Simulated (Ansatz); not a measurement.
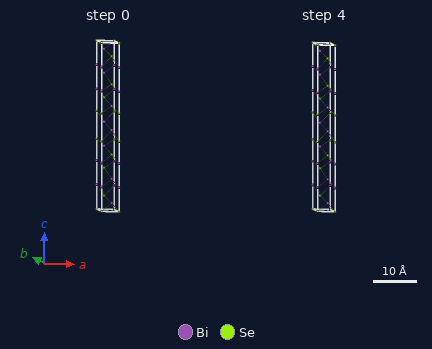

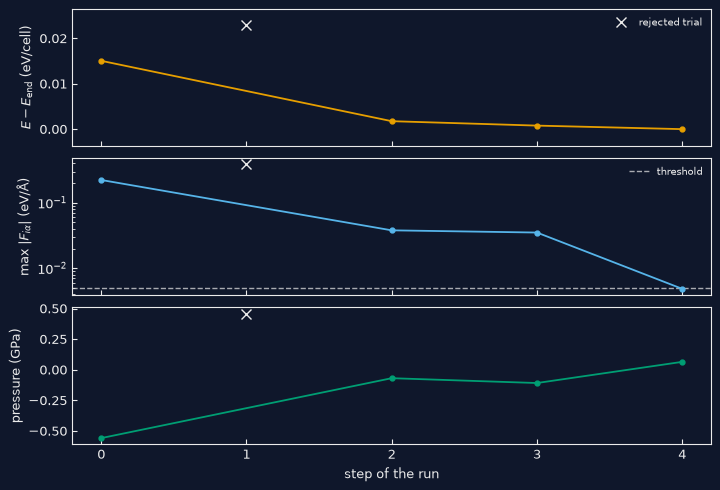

First and last geometry of a relaxation of solid Bi4Se3 (set up in R-3m), with the history of the run. The picture is a ball-and-stick view of the conventional cell (3 times the calculation's cell), seen slightly off an axis. Lengths and directions refer to the drawn axes.

Computed with DFT PBEsol, scalar-relativistic, plane waves, PAW in Ansatz. Set-up: plane-wave cutoff 420 eV; k-point mesh 12 × 12 × 12; occupations gaussian; smearing width 0.1 eV; no spin polarisation; cell and atoms relaxed; force threshold 0.005 eV/Å; at most 80 steps.

> What do the curves and the structures tell?

The run was cut off at its time limit before the relaxation converged, so the last structure is only a point on the way. The energy falls by 15.1 meV per cell of the calculation in 3 accepted moves (4 points after the start). Largest force component: 0.22 eV/Å at the start, 0.0048 eV/Å at the end. The pressure goes from −0.56 to 0.06 GPa. The line search rejected the trial step at point 1 of the run. The largest moves relative to the cell, 0.039 Å, are those of Se atoms. By element the largest moves are Se 0.039 Å, Bi 0.009 Å. The volume changes by −1.7 %, with a = b 4.270 → 4.261 Å (−0.2 %), c 40.000 → 39.472 Å (−1.3 %). Near-neighbour distances that change, for instance: Bi–Se 3.464 → 3.410 Å, Bi–Se 3.084 → 3.060 Å, Bi–Bi 3.037 → 3.019 Å, Bi–Se 2.882 → 2.892 Å. The space group stays R-3m (No. 166). The run took 15 min on 2 threads of AMD EPYC (Zen 3) (shared host), peak memory 1.8 GiB.

```
step  E − E(0), meV/atom  largest force component, eV/Å  pressure, GPa  volume, Å³/atom      note
   0                0.00                         0.2229          -0.56           30.076          
   1                1.12                         0.3874           0.46           29.503  rejected
   2               -1.90                         0.0379          -0.07           29.753          
   3               -2.04                         0.0351          -0.11           29.717          
   4               -2.15                         0.0048           0.06           29.551
```
